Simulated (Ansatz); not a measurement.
Li5NbO5

```cif
data_structure
_symmetry_space_group_name_H-M 'P 1'
_symmetry_Int_Tables_number 1
_cell_length_a 9.6485
_cell_length_b 4.0080
_cell_length_c 5.7768
_cell_angle_alpha 90.000
_cell_angle_beta 108.748
_cell_angle_gamma 90.000
_cell_volume 211.54
loop_
_atom_site_label
_atom_site_type_symbol
_atom_site_fract_x
_atom_site_fract_y
_atom_site_fract_z
_atom_site_occupancy
Li1 Li 0.21117 0.50000 0.34325 1
Li2 Li 0.71117 0.00000 0.34325 1
Li3 Li 0.19058 0.50000 0.86211 1
Li4 Li 0.69058 0.00000 0.86211 1
Li5 Li 0.00000 0.00000 0.50000 1
Li6 Li 0.50000 0.50000 0.50000 1
Li7 Li 0.30942 0.00000 0.13789 1
Li8 Li 0.80942 0.50000 0.13789 1
Li9 Li 0.28883 0.00000 0.65675 1
Li10 Li 0.78883 0.50000 0.65675 1
Nb1 Nb 0.00000 0.00000 0.00000 1
Nb2 Nb 0.50000 0.50000 0.00000 1
O1 O 0.35361 0.50000 0.17383 1
O2 O 0.85361 0.00000 0.17383 1
O3 O 0.34234 0.50000 0.68178 1
O4 O 0.84234 0.00000 0.68178 1
O5 O 0.00000 0.50000 0.00000 1
O6 O 0.50000 0.00000 0.00000 1
O7 O 0.15766 0.00000 0.31822 1
O8 O 0.65766 0.50000 0.31822 1
O9 O 0.14639 0.00000 0.82617 1
O10 O 0.64639 0.50000 0.82617 1
```

Space group C2/m; a structure from a database of computed crystals, not necessarily the ambient phase.

Theory: DFT PBEsol, scalar-relativistic, plane waves, PAW in Ansatz 0.2.0.

The density is the valence pseudo-density of a PAW calculation; it isn't the true density close to the nuclei.

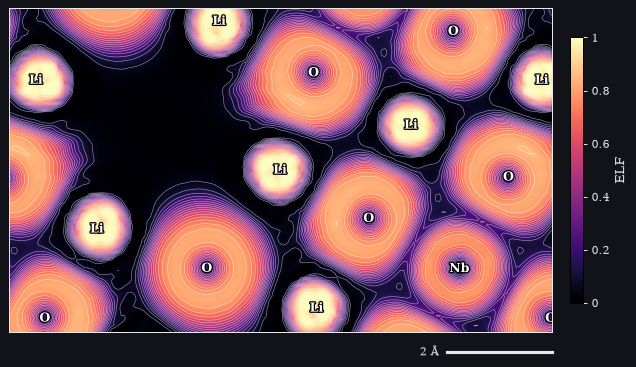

Figure 1. Electron localisation function on the (010) plane of the conventional cell.

> Read the bonding off the picture.

- The plane passes through Li, Nb and O nuclei.
- Li–O (1.93 Å): the ELF peaks at about 0.85 in the valence shell of O, 0.6 Å from its nucleus, and falls to about 0 next to Li; an ionic contact with no shared pair.
- Nb–O (1.98 Å): the ELF peaks at about 0.80 in the valence shell of O, 0.6 Å from its nucleus, and drops to about 0.25 between the two atoms: no localised pair shows between them.
- Li–O (1.97 Å): the ELF peaks at about 0.85 in the valence shell of O, 0.6 Å from its nucleus, and falls to about 0.05 next to Li; a closed-shell, largely ionic contact.
- Li–O (2.05 Å): the ELF peaks at about 0.80 in the valence shell of O, 0.6 Å from its nucleus, and falls to about 0 next to Li: a closed-shell, largely ionic contact.
- Li–O (2.11 Å): the ELF peaks at about 0.85 in the valence shell of O, 0.6 Å from its nucleus, and falls to about 0 next to Li; an ionic contact with no shared pair.
- The features right at Li and Nb lie inside the PAW spheres, where the map follows smoothed inner orbitals and isn't to be read closely.

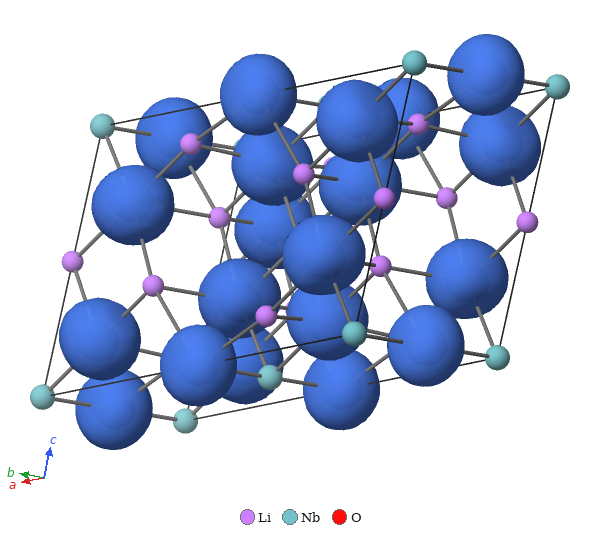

Figure 2. Isosurface of the electron localisation function at 0.75 (blue), seen at an oblique angle. Core shells and regions of very low density are left out. Sticks mark near contacts.

> Identify the bonds, lone pairs and shells in this picture.

At this value the surface marks out ten regions wrapped around O (the valence shell of each), counted in one cell of 22 atoms. Any copies at cell faces, edges or corners count once. Profiles from the grid: Nb–O (1.97 Å): the ELF peaks at about 0.80 in the valence shell of O, 0.6 Å from its nucleus, and drops to about 0.25 between the two atoms (no shared electron pair shows on this line).

> Does the calculation give a band gap?

It is gapped, with a Kohn–Sham gap of 3.2 eV on the k-point mesh, an upper bound to the gap of this method.
